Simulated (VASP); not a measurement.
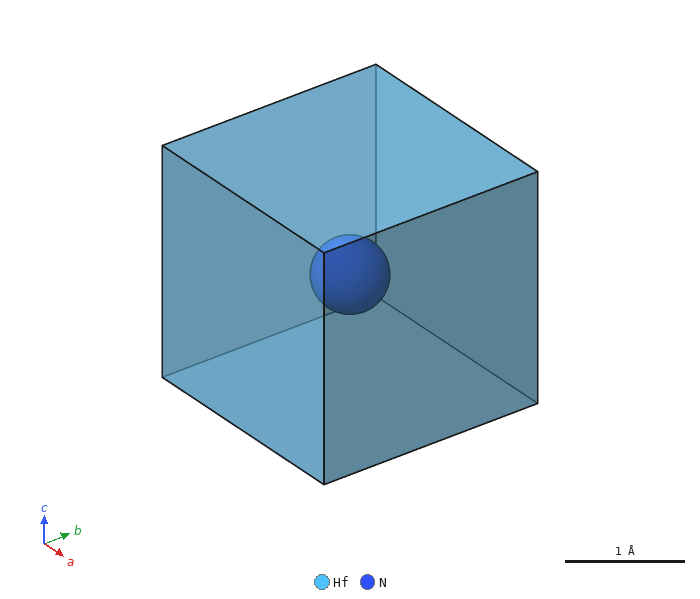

Voronoi–Dirichlet polyhedron, computed geometrically; every face belongs to one neighbour and no atomic radii are used. Central atom: N (4b) in HfN; faces take the colour of the neighbour behind them. Source: an entry of the Crystallography Open Database, as set up for an electronic-structure calculation.

HfN, space group Fm-3m (No. 225), a = 4.512 Å, b = 4.512 Å, c = 4.512 Å, α = 90.00°, β = 90.00°, γ = 90.00°

```
site  Wyckoff       x       y       z
  Hf       4a  0.0000  0.0000  0.0000
   N       4b  0.5000  0.0000  0.0000
```

Which neighbours share a face with the central atom?

Answer. 6 Hf (100 % of the solid angle).

What is the volume of this Voronoi cell?

Answer. 11.5 Å³, equal to the mean volume per atom.

How many faces does the cell have, and of which kinds?

Answer. 6 faces, index ⟨0,6,0,0⟩: a cube.
